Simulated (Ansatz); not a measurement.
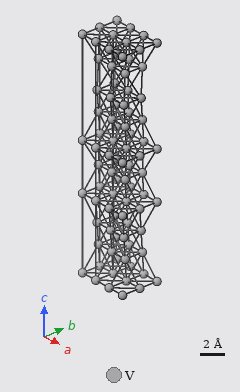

This is the input geometry for a relaxation of crystalline V (a generated structure, set up in P3m1). The picture is a ball-and-stick view of the cell of the calculation, repeated 3 × 2 × 1 with one cell outlined, seen from a free direction.

Case: stacking ABCABABCB.

Level of theory: DFT PBE, scalar-relativistic, plane waves, PAW (Ansatz).

Input file:
```yaml
crystal:
  lattice:
    - [2.6105249404, 0.0, 0.0]
    - [-1.3052624702, 2.2607809156, 0.0]
    - [0.0, 0.0, 21.0993009259]
  atoms:
    - { symbol: V, position: [0.0, 0.0, 0.0] }
    - { symbol: V, position: [0.3333333333, 0.6666666667, 0.1111111111] }
    - { symbol: V, position: [0.6666666667, 0.3333333333, 0.2222222222] }
    - { symbol: V, position: [0.0, 0.0, 0.3333333333] }
    - { symbol: V, position: [0.3333333333, 0.6666666667, 0.4444444444] }
    - { symbol: V, position: [0.0, 0.0, 0.5555555556] }
    - { symbol: V, position: [0.3333333333, 0.6666666667, 0.6666666667] }
    - { symbol: V, position: [0.6666666667, 0.3333333333, 0.7777777778] }
    - { symbol: V, position: [0.3333333333, 0.6666666667, 0.8888888889] }
basis:
  ecutwfc: 420
kpoints:
  mp_grid: { grid: [18, 18, 3] }
hamiltonian:
  xc: pbe
scf:
  occupations: { method: gaussian, width: 0.1 }
output:
  forces: true
  stress: true
  eigenvalues: true
  populations: true
relax:
  adjacent_minimum: "off"
  f_tol: 0.01
  max_steps: 45
  cell: { stress_tol: 0.05 }
```

Command:
```bash
ansatz run input.yaml --threads 2 --pin off --max-ram 4096MiB --backend cpu --events-out ev --progress --plain --runs-dir out
```

Question: Where does the relaxation end?

Answer: Over 4 accepted moves (5 points after the start) the energy falls by 1.0 meV per atom. Largest force component: 0.029 eV/Å at the start, 0.0045 eV/Å at the end. Pressure: 0.18 GPa at the start and −0.01 GPa at the end. The SCF was repeated once at an unchanged geometry on a basis and grid sized afresh for the cell, which shifted the energy by less than 0.05 meV per atom at most. The largest moves relative to the cell, 0.010 Å, are those of V3 and V7. V7 goes along +c. The drawn cell changes as follows: a = b 2.611 → 2.626 Å (+0.6 %), c 21.099 → 20.875 Å (−1.1 %); the volume changes by +0.1 %. Near-neighbour distances that change, for instance: V1–V2 2.787 → 2.768 Å, V1–V1 2.611 → 2.626 Å, V4–V5 2.787 → 2.775 Å. The space group stays P3m1 (No. 156).

Final geometry:

```
CELL_PARAMETERS angstrom
2.62625 0.00000 0.00000
-1.31313 2.27440 0.00000
0.00000 0.00000 20.87479
ATOMIC_POSITIONS crystal
V 0.00000 0.00000 0.99993
V 0.33333 0.66667 0.11086
V 0.66667 0.33333 0.22176
V 0.00000 0.00000 0.33295
V 0.33333 0.66667 0.44431
V 0.00000 0.00000 0.55584
V 0.33333 0.66667 0.66714
V 0.66667 0.33333 0.77818
V 0.33333 0.66667 0.88902
```

After the run, drawn alike:

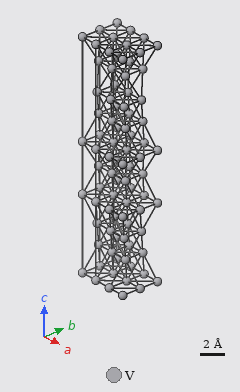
